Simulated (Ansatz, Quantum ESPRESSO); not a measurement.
## NaCl (Fm-3m): the LO frequency by hand

Wanted: the LO mode of NaCl (Fm-3m) from the TO mode and the field response.

Main program and level: Quantum ESPRESSO 7.5; DFT PBEsol, scalar-relativistic, plane waves, GBRV ultrasoft pseudopotentials.

The database entry behind the starting cell differs from later determinations by our own check (an axis about 0.4 % short against later determinations), so it need not match the best structure at ambient conditions.

## Step 1: The relaxed structure

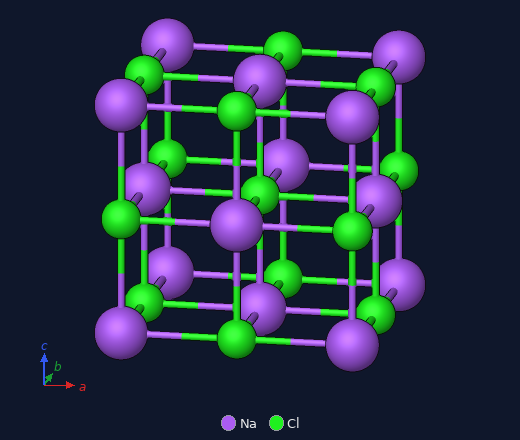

The cell as given, slightly off an axis (sodium purple, chlorine green). This picture shows the conventional cell, with its axes. Some periodic images of atoms are drawn too.

This is the cell after its relaxation at this level of theory, not the database cell from which that began.

## Step 2: What the response run gave

A linear-response run on the relaxed cell, with the response to an electric field; only its zone-centre results are used. Cutoff 45 Ry, k mesh 8×8×8.

What it wrote:

```text
[banners, grids, parts of the stress and lines that vanish by symmetry left out]
Program PHONON v.7.5
     Reading xml data from directory:

[...]
Exchange-correlation= PBESOL
                           (   1   4  10   8   0   0   0)
[...]
kinetic-energy cut-off    =      45.0000  Ry
     charge density cut-off    =     270.0000  Ry
     convergence threshold     =      1.0E-18
[...]
Exchange-correlation= PBESOL
                           (   1   4  10   8   0   0   0)
[...]
q = (   0.0000000   0.0000000   0.0000000 )
     49 Sym.Ops. (with q -> -q+G )
     G cutoff =  384.3251  (  22227 G-vectors)     FFT grid: ( 40, 40, 40)
     G cutoff =  256.2167  (  12051 G-vectors)  smooth grid: ( 36, 36, 36)
     number of k points=    29
[...]
Mode symmetry, O_h (m-3m)  point group:
[...]
Dielectric constant
[...]
End of electric fields calculation
          Dielectric constant in cartesian axis
          (       2.569281168       0.000000000      -0.000000000 )
          (      -0.000000000       2.569281168      -0.000000000 )
          (      -0.000000000      -0.000000000       2.569281168 )
          Effective charges (d Force / dE) in cartesian axis without acoustic sum rule applied (asr)
           atom    1  Na    Mean Z*:        1.09496
      Ex  (        1.09496       -0.00000        0.00000 )
      Ey  (       -0.00000        1.09496       -0.00000 )
      Ez  (        0.00000       -0.00000        1.09496 )
           atom    2  Cl    Mean Z*:       -1.09489
      Ex  (       -1.09489        0.00000       -0.00000 )
      Ey  (        0.00000       -1.09489        0.00000 )
      Ez  (       -0.00000        0.00000       -1.09489 )
          Effective charges Sum: Mean:        0.00007
[...]
Effective charges (d Force / dE) in cartesian axis with asr applied:
           atom    1  Na    Mean Z*:        1.09493
[...]
atom    2  Cl    Mean Z*:       -1.09493
[...]
Representation #   1 modes #   1   2   3
[...]
End of self-consistent calculation
     Convergence has been achieved
     Representation #   2 modes #   4   5   6
[...]
End of self-consistent calculation
     Convergence has been achieved
[...]
Dielectric constant in cartesian axis
          (       2.569281168       0.000000000      -0.000000000 )
          (      -0.000000000       2.569281168      -0.000000000 )
          (      -0.000000000      -0.000000000       2.569281168 )
          Effective charges (d Force / dE) in cartesian axis without acoustic sum rule applied (asr)
           atom    1  Na    Mean Z*:        1.09496
      Ex  (        1.09496       -0.00000        0.00000 )
      Ey  (       -0.00000        1.09496       -0.00000 )
      Ez  (        0.00000       -0.00000        1.09496 )
           atom    2  Cl    Mean Z*:       -1.09489
      Ex  (       -1.09489        0.00000       -0.00000 )
      Ey  (        0.00000       -1.09489        0.00000 )
      Ez  (       -0.00000        0.00000       -1.09489 )
          Effective charges Sum: Mean:        0.00007
[...]
Effective charges (d Force / dE) in cartesian axis with asr applied:
           atom    1  Na    Mean Z*:        1.09493
[...]
atom    2  Cl    Mean Z*:       -1.09493
[...]
q = (    0.000000000   0.000000000   0.000000000 )
[...]
freq (    1) =      -0.582226 [THz] =     -19.420969 [cm-1]
     freq (    2) =      -0.582226 [THz] =     -19.420969 [cm-1]
     freq (    3) =      -0.582226 [THz] =     -19.420969 [cm-1]
     freq (    4) =       4.962901 [THz] =     165.544546 [cm-1]
     freq (    5) =       4.962901 [THz] =     165.544546 [cm-1]
     freq (    6) =       4.962901 [THz] =     165.544546 [cm-1]
[...]
Mode symmetry, O_h (m-3m)  point group:
     freq (   1-   3) =        -19.4  [cm-1]   --> T_1u G_15  G_4- I
     freq (   4-   6) =        165.5  [cm-1]   --> T_1u G_15  G_4- I

   JOB DONE.
```

| quantity | value |
| --- | --- |
| cell volume Ω (Å³) | 44.140 |
| mass of Na (u) | 22.990 |
| mass of Cl (u) | 35.450 |
| Born charge of Na, raw (e) | 1.095 |
| Born charge of Cl, raw (e) | -1.095 |
| ε∞ | 2.569 |
| ω(TO) after the sum rule (cm⁻¹) | 166.8 |

## Step 3: The calculation

The charges must sum to zero over the cell; taking off their mean, 0.000 e, leaves Z* = 1.095 e on Na. In the polar mode Na moves against Cl, so the reduced mass is μ = 22.99 × 35.45 / 58.44 = 13.946 u.

A longitudinal wave builds up a field that adds to the restoring force: ω(LO)² = ω(TO)² + 4π Z*² / (μ Ω ε∞), in Hartree atomic units. With μ = 25422 electron masses and Ω = 297.87 bohr³ the second term is 7.7438e-07 Ha², or 37301 cm⁻² (1 Ha = 219474.6 cm⁻¹).

So ω(LO) = √(27829 + 37301) = 255.2 cm⁻¹, and by the Lyddane-Sachs-Teller relation ε₀ = ε∞ (ω(LO)/ω(TO))² = 6.01.

## Step 4: Check against the program

The analysis program adds the same non-analytic term to the full matrix, here for q along (1 0 0).

What it wrote:

```text
[banner, memory and clock lines left out]
Program DYNMAT v.7.5

     Reading Dynamical Matrix from file g.dyn
     ...Force constants read
     ...epsilon and Z* read

     Polarizability (A^3 units)
     multiply by 0.656558 for Clausius-Mossotti correction
         5.512155   -0.000000   -0.000000
         0.000000    5.512155   -0.000000
        -0.000000   -0.000000    5.512155

     IR activities are in (D/A)^2/amu units

# mode   [cm-1]    [THz]      IR
    1     -0.00   -0.0000    0.0000
    2      0.00    0.0000    0.0000
    3      0.00    0.0000    0.0000
    4    166.82    5.0011    1.9833
    5    166.82    5.0011    1.9833
    6    255.20    7.6508    1.9833
```

ε₀ comes from the program's run without a direction of q.

| quantity | by hand | program |
| --- | --- | --- |
| ω(LO) (cm⁻¹) | 255.2 | 255.2 |
| ε₀ | 6.01 | 6.01 |

## Step 5: What came out

- TO mode: 166.8 cm⁻¹
- LO mode: 255.2 cm⁻¹
- static dielectric constant: 6.013

In words: The LO mode of NaCl (Fm-3m) lies at 255 cm⁻¹, 88 cm⁻¹ above the TO mode; the formula meets the program within 0.1 cm⁻¹, as it must for a cubic crystal with one polar mode. ω(LO)² − ω(TO)² goes with Z*²/ε∞: an error of 5 % in ε∞ would move the LO mode by 3.5 cm⁻¹, and semilocal functionals tend to overestimate ε∞. The acoustic modes of the response miss zero by 19 cm⁻¹, a numerical error that can touch the optical modes as well. These are harmonic values at zero temperature, at the volume of this functional, for the structure held cubic; stability elsewhere in the zone is no part of this calculation.

[Host names and launcher messages were left out of these logs when they were recorded.]

[Logs are printed without paths, hosts, clocks, repeated set-up lines and the standing remarks that a program may print on its own settings, such as how far it seeks lower states.]

[Hosts, paths, dates, database ids (printed as entryN), source tags and the programs' standing remarks are cut or masked in the printed files.]
